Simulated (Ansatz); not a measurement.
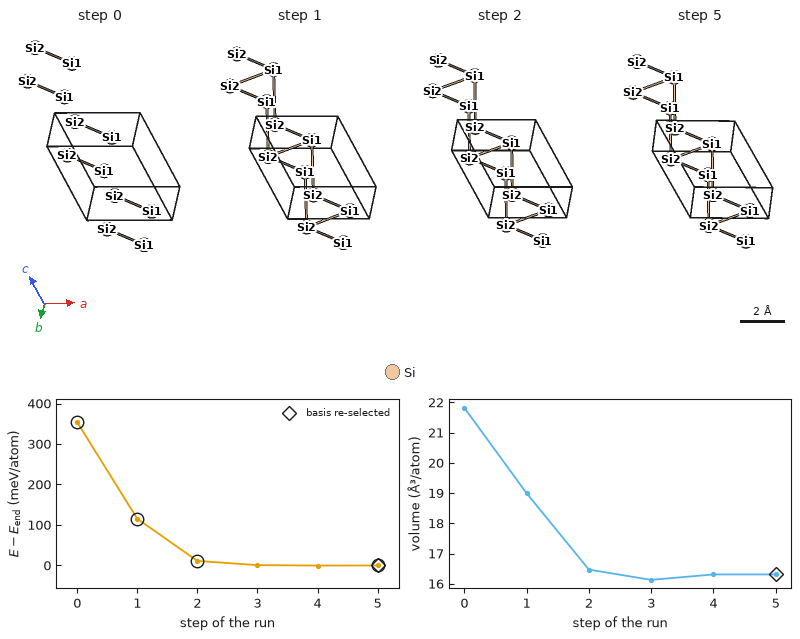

Frames of a relaxation of solid Si (a generated structure, set up in I4/mmm) (coarse preliminary run), marked on the history of the run. The picture is a ball-and-stick view of the cell of the calculation, repeated 1 × 2 × 2 with one cell outlined, seen from a free direction.

Theory: DFT PBE, scalar-relativistic, plane waves, PAW in Ansatz 0.2.0.

Input file:
```yaml
crystal:
  lattice:
    - [-2.02094346, 2.02094346, 2.67149412]
    - [2.02094346, -2.02094346, 2.67149412]
    - [2.02094346, 2.02094346, -2.67149412]
  atoms:
    - { symbol: Si, position: [0.73762837, 0.73762837, 0.0] }
    - { symbol: Si, position: [0.26237163, 0.26237163, 0.0] }
basis:
  ecutwfc: 420
kpoints:
  mp_grid: { grid: [6, 6, 6] }
hamiltonian:
  xc: pbe
scf:
  occupations: { method: gaussian, width: 0.1 }
  lower_state_search: "off"
output:
  forces: true
  stress: true
  eigenvalues: true
relax:
  adjacent_minimum: "off"
  f_tol: 0.04
  max_steps: 70
  cell: { stress_tol: 0.4 }
```

Command:
```bash
ansatz run input.yaml --threads 1 --pin off --max-ram 2560MiB --backend cpu --events-out ev --progress --plain --runs-dir out
```

What happens along the run?

The largest moves relative to the cell, 0.063 Å, are those of Si1 and Si2. Si1 goes along [1 1 0]. The drawn cell changes as follows: a = b = c 3.912 → 3.590 Å (−8.2 %), α 117.8° → 120.2°, β 117.8° → 120.2°, γ 93.9° → 89.7°; the volume changes by −25.3 %. Near-neighbour distances that change, for instance: Si1–Si2 2.861 → 2.531 Å, Si1–Si2 (another image) 2.804 → 2.547 Å, Si1–Si2 (another image) 2.539 → 2.546 Å. Within 0.06 Å the space group is I4/mmm at the start and Pm-3m at the end; at a tighter tolerance small leftover displacements or strains of the cell lower it. Over 4 accepted moves (5 points after the start) the energy falls by 354 meV per atom. Largest force component: 0.39 eV/Å at the start, 0.0016 eV/Å at the end. Pressure: −14.27 GPa at the start and −0.15 GPa at the end. The SCF was repeated once at an unchanged geometry on a basis and grid sized afresh for the cell, which shifted the energy by 0.1 meV per atom at most. From step 0 to 1: Si atoms move most (0.04 Å), volume −12.9 %, energy −239 meV per atom. From step 1 to 2: Si atoms move most (0.03 Å), volume −13.3 %, energy −104 meV per atom. From step 2 to 5: volume −1.0 %, energy −11.3 meV per atom.
